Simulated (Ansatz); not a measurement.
# SnO: geometry relaxation (part 2 of 2)

Continued. System: SnO (slab, 4 atoms in the cell). Method: DFT PBE+D3(BJ), scalar-relativistic, plane waves, PAW, PAW set soft_1, no spin polarisation (Ansatz 0.2.0); cutoff 420 eV, 6×6×1 k-mesh, Gaussian smearing of 0.02 eV. The structure derives from an entry of the Crystallography Open Database.

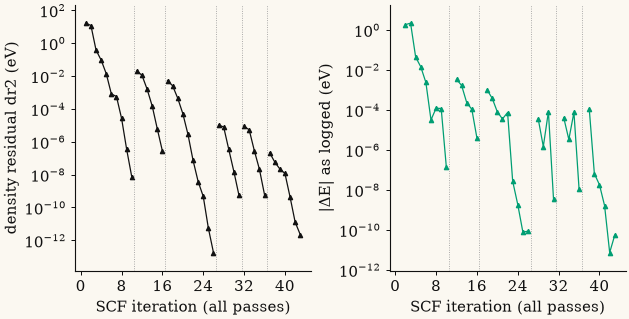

*Convergence of the self-consistent field: density residual dr2 and size of the energy change against the SCF iteration. The dotted lines part the SCF passes of the relaxation: geometry steps, rejected trials and re-solves on a re-selected basis.*

The 6 passes take 5 to 10 iterations each, 43 in all.

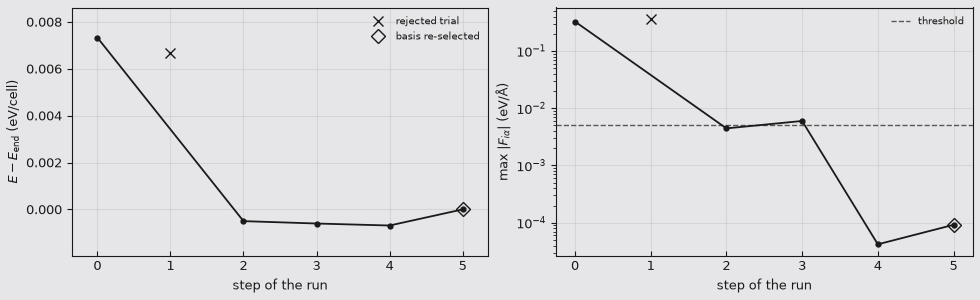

*Progress of the relaxation, step by step (the first geometry is step 0 here and step 1 in the log).*

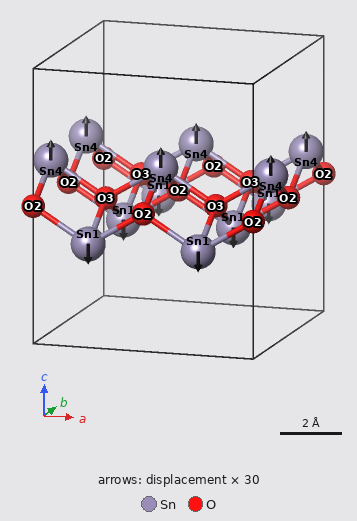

*The starting structure with the displacements (without the part carried along by the change of the cell) as black arrows, magnified 30 times (ball-and-stick view of the 2 × 2 repeat of the cell, with the vacuum cut short, seen slightly off an axis).*

The energy falls by 8.0 meV per cell of the calculation in 4 geometry steps. The largest force component goes from 0.33 to under 0.0001 eV/Å. The line search rejected the trial step at point 1 (counted from 0) and went back. The largest moves relative to the cell, 0.024 Å, are those of Sn1 and Sn4. O stays in place. In the plane the drawn cell goes a 7.673 → 7.640 Å (−0.4 %), b 7.673 → 7.640 Å (−0.4 %). Distances before and after: O2–Sn4 2.241 → 2.246 Å. A last SCF at the same geometry on a re-selected plane-wave basis shifts the energy by +0.7 meV per cell of the calculation. (Atoms are counted from 1 in the order of the input.)

```
basis re-selected at this cell: Δ(F+E_penalty+E_count) = +6.868e-4 eV, ΔP = -0.010 N/m vs the last step (what re-selecting the basis moved, of the pressure what is left beyond the Pulay correction that the steps carried, after the strain that the cell walked since its last selection, with what the two solves' SCF thresholds leave and, on support functions, any second-order correction that the steps lacked; it is no measure of the basis error at this ecutwfc). This SCF's stress stands 1.31e-2 N/m from its target on what of the cell is left free (relax.cell.stress_2d_tol is 2.00e-2 N/m) and its largest allowed force component is 9.21e-5 eV/Å (relax.f_tol is 5.00e-3 eV/Å): within both
SCF converged after 7 iterations
Free energy (F): -13183.982842 eV
Harris-Foulkes:  -13183.982842 eV  (|F-HF|=0.00e0)
Internal energy: -13183.982842 eV  (E = F + TS)
E sigma→0 (E₀):  -13183.982842 eV
Fermi energy:    -3.847472 eV
--- Per-component energies (eV) ---
  E_band       = -741.535063
  E_kinetic    = 670.834790
  E_local      = -66431.097356  (includes V_loc(G=0)·N_el)
  E_nonlocal   = 394.991069
  E_hartree    = 32848.478983
  E_xc         = -393.972736
  E_vxc        = -341.600142  (∫ρ·V_xc dr)
  E_paw        = -9063.102619  (= ΣΔE_a)
  E_vpaw       = -731.623477  (= ΣTr[D̂ρ^β])
  E_aug_tail   = 0.002091  (compensation charges beyond the density's cutoff)
  E_ewald      = 28790.431379
  E_disp       = -0.548445  (pairwise vdW)
  E_smearing   = -0.000000  (= −TS)
  E_closure    = 0.000000  (closes the sum)
  Σ components = -13183.982842   (vs F -13183.982842, Δ=0.00e0)
--- Forces (eV/Å), atoms counted from 1 ---
  atom   1  Sn     0.00000000     0.00000000     0.00009211
  atom   2  O      0.00000000     0.00000000     0.00000000
  atom   3  O      0.00000000     0.00000000    -0.00000000
  atom   4  Sn     0.00000000     0.00000000    -0.00009211
  max |Σ_I F_I| component: 1.36e-20 eV/Å
--- 2D stress c σ (N/m, compression-positive) ---
       -0.013076       0.000000       0.000000
        0.000000      -0.013076       0.000000
        0.000000       0.000000       0.000000
  P = ½ c Tr σ = -0.0131 N/m
--- Band table (eV; the first three rows and the last of 10) ---
  k-point 0: bands = ["-25.9763", "-25.6170", "-25.5733", "-25.5733", "-25.5638", "-25.5315", "-25.5268", "-25.4978", "-25.4916", "-25.4916", "-24.0420", "-21.5428", "-12.2900", "-10.0411", "-10.0411", "-9.1090", "-7.4607", "-7.0545", "-7.0545", "-5.4508", "-2.2757", "-2.1858", "-0.1744", "-0.0540"]
  k-point 1: bands = ["-25.9637", "-25.6227", "-25.5769", "-25.5724", "-25.5694", "-25.5682", "-25.5278", "-25.5181", "-25.4924", "-25.4827", "-23.8252", "-21.6729", "-12.2217", "-10.0260", "-9.8691", "-9.4721", "-7.7358", "-7.2930", "-6.9982", "-5.4196", "-1.6758 (-1.6758°)", "-1.6753 (-1.6753°)", "-0.7666", "0.1336"]
  k-point 2: bands = ["-25.9283", "-25.7488", "-25.5838", "-25.5801", "-25.5681", "-25.5677", "-25.5179", "-25.4969", "-25.4968", "-25.4781", "-23.2984", "-22.0611", "-11.9722", "-10.4422", "-9.7508", "-9.3836", "-8.2808", "-7.9079", "-6.6442", "-5.4666", "-1.8512", "-1.5501", "-0.4679", "-0.0778"]
  k-point 9: bands = ["-25.9098", "-25.9098", "-25.5844", "-25.5844", "-25.5464", "-25.5464", "-25.4847", "-25.4847", "-25.4693", "-25.4693", "-22.4025", "-22.4025", "-12.8530", "-12.8530", "-9.2426", "-9.2426", "-6.4098", "-6.4098", "-6.0759", "-6.0759", "-2.2756", "-2.2756", "-0.1680", "-0.1680"]
  ° read free of the cell's end (the report's vacuum.weakly_bound_levels)
--- Relaxed structure (5 steps of the walk, 4 accepted, 1 SCFs on fresh bases) ---
  F+E_penalty+E_count = -13183.98284232 eV   max|allowed force component| = 9.211e-5 eV/Å   (the final SCF, on the basis selected at the relaxed cell)
  cell:  # Å, volume = 447.0332 Å³
    - [3.8201713479553834, -7.226876516774304e-35, 0.0]
    - [-7.226876516774304e-35, 3.8201713479553834, 0.0]
    - [0.0, 0.0, 30.6319093906]
  atoms:
    - { symbol: Sn, position: [0.49999999999999994, 3.799456769789576e-37, 0.46142853512695853] }
    - { symbol: O, position: [2.2551614375525225e-36, -1.1643496552580958e-36, 0.49999999999999994] }
    - { symbol: O, position: [0.49999999999999994, 0.49999999999999994, 0.49999999999999994] }
    - { symbol: Sn, position: [-3.8239693941108e-36, 0.49999999999999994, 0.5385714648730413] }
```

Trajectory as extended XYZ (Å, eV, eV/Å), 6 frames, from step=1 to step=6:
```
4
Lattice="3.8364 0.0000 0.0000 0.0000 3.8364 0.0000 0.0000 0.0000 30.6319" Properties=species:S:1:pos:R:3:forces:R:3 step=1 energy=-13183.97551
Sn    1.9182    0.0000   14.1580    0.0000   0.0000  -0.3275
O     0.0000    0.0000   15.3160    0.0000   0.0000   0.0000
O     1.9182    1.9182   15.3160    0.0000   0.0000   0.0000
Sn    0.0000    1.9182   16.4739    0.0000   0.0000   0.3275
4
Lattice="3.8121 0.0000 0.0000 0.0000 3.8121 0.0000 0.0000 0.0000 30.6319" Properties=species:S:1:pos:R:3:forces:R:3 step=2 energy=-13183.97616 accepted=F
Sn    1.9060    0.0000   14.1116    0.0000   0.0000   0.3659
O     0.0000    0.0000   15.3160    0.0000   0.0000   0.0000
O     1.9060    1.9060   15.3160    0.0000   0.0000   0.0000
Sn    0.0000    1.9060   16.5203    0.0000   0.0000  -0.3659
4
Lattice="3.8231 0.0000 0.0000 0.0000 3.8231 0.0000 0.0000 0.0000 30.6319" Properties=species:S:1:pos:R:3:forces:R:3 step=3 energy=-13183.98334
Sn    1.9116    0.0000   14.1351    0.0000   0.0000   0.0045
O     0.0000    0.0000   15.3160    0.0000   0.0000   0.0000
O     1.9116    1.9116   15.3160    0.0000   0.0000   0.0000
Sn    0.0000    1.9116   16.4968    0.0000   0.0000  -0.0045
4
Lattice="3.8217 0.0000 0.0000 0.0000 3.8217 0.0000 0.0000 0.0000 30.6319" Properties=species:S:1:pos:R:3:forces:R:3 step=4 energy=-13183.98344
Sn    1.9108    0.0000   14.1346    0.0000   0.0000   0.0060
O     0.0000    0.0000   15.3160    0.0000   0.0000   0.0000
O     1.9108    1.9108   15.3160    0.0000   0.0000   0.0000
Sn    0.0000    1.9108   16.4973    0.0000   0.0000  -0.0060
4
Lattice="3.8202 0.0000 0.0000 0.0000 3.8202 0.0000 0.0000 0.0000 30.6319" Properties=species:S:1:pos:R:3:forces:R:3 step=5 energy=-13183.98353
Sn    1.9101    0.0000   14.1344    0.0000   0.0000   0.0000
O     0.0000    0.0000   15.3160    0.0000   0.0000   0.0000
O     1.9101    1.9101   15.3160    0.0000   0.0000   0.0000
Sn    0.0000    1.9101   16.4975    0.0000   0.0000   0.0000
4
Lattice="3.8202 0.0000 0.0000 0.0000 3.8202 0.0000 0.0000 0.0000 30.6319" Properties=species:S:1:pos:R:3:forces:R:3 step=6 energy=-13183.98284
Sn    1.9101    0.0000   14.1344    0.0000   0.0000   0.0001
O     0.0000    0.0000   15.3160    0.0000   0.0000   0.0000
O     1.9101    1.9101   15.3160    0.0000   0.0000   0.0000
Sn    0.0000    1.9101   16.4975    0.0000   0.0000  -0.0001
```

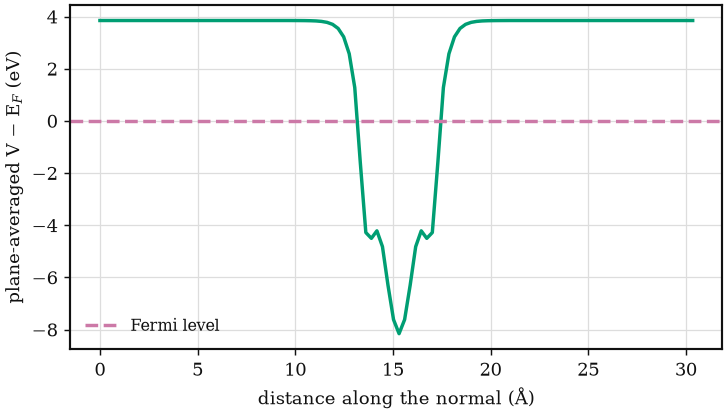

*Plane average of the electrostatic potential energy of an electron across the cell, from the Fermi level.*

The vacuum level lies 3.85 eV above the Fermi level.

This output came from the following input.

The input:
```yaml
crystal:
  lattice:
    - [3.8363721009, 0.0, 0.0]
    - [0.0, 3.8363721009, 0.0]
    - [0.0, 0.0, 30.6319093906]
  atoms:
    - { symbol: Sn, position: [0.5, 0.0, 0.4621970236] }
    - { symbol: O, position: [0.0, 0.0, 0.5] }
    - { symbol: O, position: [0.5, 0.5, 0.5] }
    - { symbol: Sn, position: [0.0, 0.5, 0.5378029764] }
  periodic: [true, true, false]
basis:
  ecutwfc: 420
kpoints:
  mp_grid: { grid: [6, 6, 1] }
hamiltonian:
  xc: pbe
  pseudopotentials: { kind: paw, azcp: { folder: soft_1 } }
  dispersion: d3bj
scf:
  occupations: { method: gaussian, width: 0.02 }
output:
  forces: true
  stress: true
  eigenvalues: true
relax:
  adjacent_minimum: "off"
  f_tol: 0.005
  max_steps: 80
  cell: { stress_2d_tol: 0.02 }
```

Command:
```bash
ansatz run input.yaml --threads 1 --pin off --max-ram 3072MiB --backend cpu --events-out ev --progress --plain --runs-dir out
```

Summary:

```tsv
quantity	value
outcome	converged
electrons treated	40
free energy	−13183.9828 eV
work function, top face	3.85 eV
work function, bottom face	3.85 eV
Fermi energy	−3.847 eV
gap on the k-point mesh	3.11 eV
final volume	447.03 Å³
work function (upper face)	3.85 eV
largest force (length of the vector) at the end	under 0.001 eV/Å
hardware	1 thread of Arm Neoverse V2, 24 GiB of memory available, shared host
wall time	46 s
peak memory	0.54 GiB
```
